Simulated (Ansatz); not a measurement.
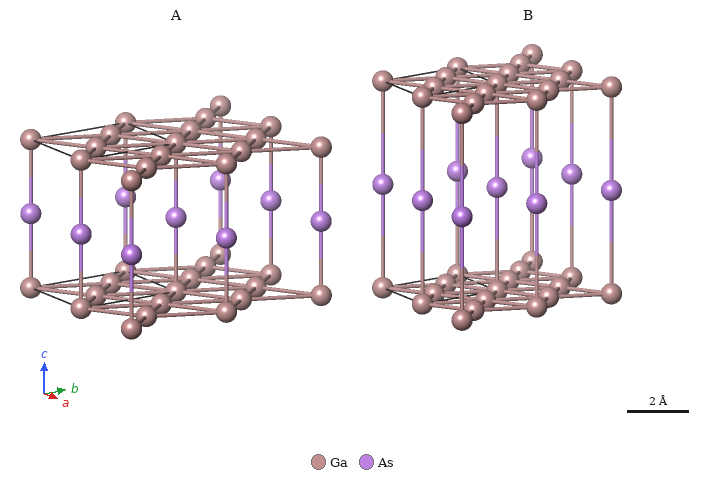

Two geometries of crystalline Ga3As (a generated structure, set up in P6/mmm) (coarse preliminary run), drawn at one scale. One is the start of a relaxation, the other its converged end. Style: ball-and-stick. Shown: the cell of the calculation, repeated 2 × 2 × 1 with one cell outlined, slightly off an axis.

The calculation used Ansatz, DFT PBE, scalar-relativistic, plane waves, PAW. Set-up: plane-wave cutoff 420 eV; k-point mesh 6 × 6 × 4; occupations gaussian; smearing width 0.1 eV; no spin polarisation; cell and atoms relaxed; force threshold 0.04 eV/Å; at most 70 steps.

Q: Which geometry has the lower energy?

A: Structure A is the relaxed one. After 12 accepted moves (14 points after the start) the energy has fallen by 1542 meV per atom. All forces vanish by symmetry, so only the cell relaxes. Pressure: 30.17 GPa at the start and 0.00 GPa at the end. At 2 points the geometry stayed and the basis and grid were re-selected for the new cell (energy shift of 45.5 meV per atom at most each time). The atoms keep their places relative to the cell (all moves are under 0.005 Å). The drawn cell changes as follows: a = b 3.853 → 4.895 Å (+27.0 %), c 6.940 → 4.976 Å (−28.3 %); the volume changes by +15.7 %. Some distances before and after: As–Ga 3.470 → 2.488 Å, Ga–Ga 2.225 → 2.826 Å. The space group stays P6/mmm (No. 191).
